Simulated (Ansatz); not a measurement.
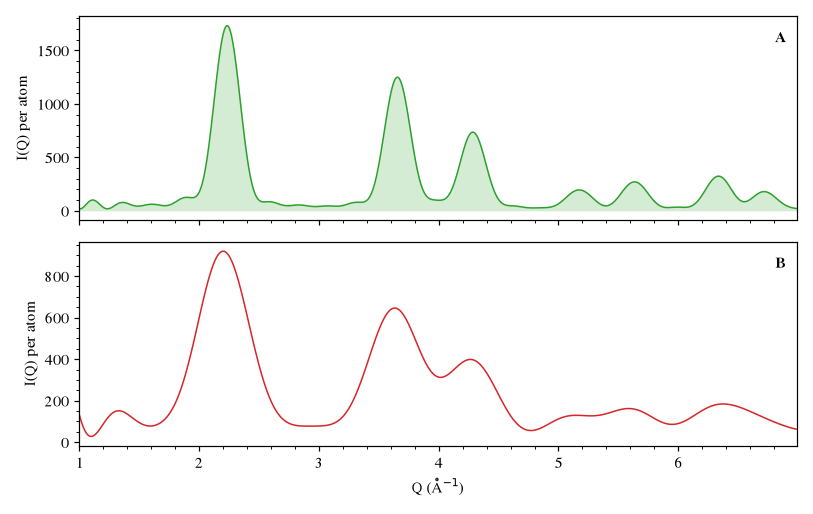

X-ray scattering of spheres cut from the crystal structure of Co (Fd-3m, a = 4.854 Å, b = 4.854 Å, c = 4.854 Å, α = 90.00°, β = 90.00°, γ = 90.00°), calculated atom by atom with the Debye equation (B = 0.5 Å², no relaxation of the surface). It is based on the geometry relaxed with Ansatz 0.2.0, DFT, m-r2SCAN, plane waves (500 eV) with PAW, scalar-relativistic; the starting structure was generated, so it need not be a known form of this composition.

The spheres are 14 and 28 Å across. Which curve is which?

Answer. curve A: 28 Å (801 atoms); curve B: 14 Å (99 atoms). Peak widths go roughly as 2π/D, so the largest sphere has the sharpest peaks.

Index the main peaks of the largest sphere.

Answer. Q ≈ 2.23 Å⁻¹: 111; Q ≈ 3.66 Å⁻¹: 220; Q ≈ 4.29 Å⁻¹: 311; Q ≈ 5.17 Å⁻¹: 400; Q ≈ 5.64 Å⁻¹: 331; Q ≈ 6.34 Å⁻¹: 422.
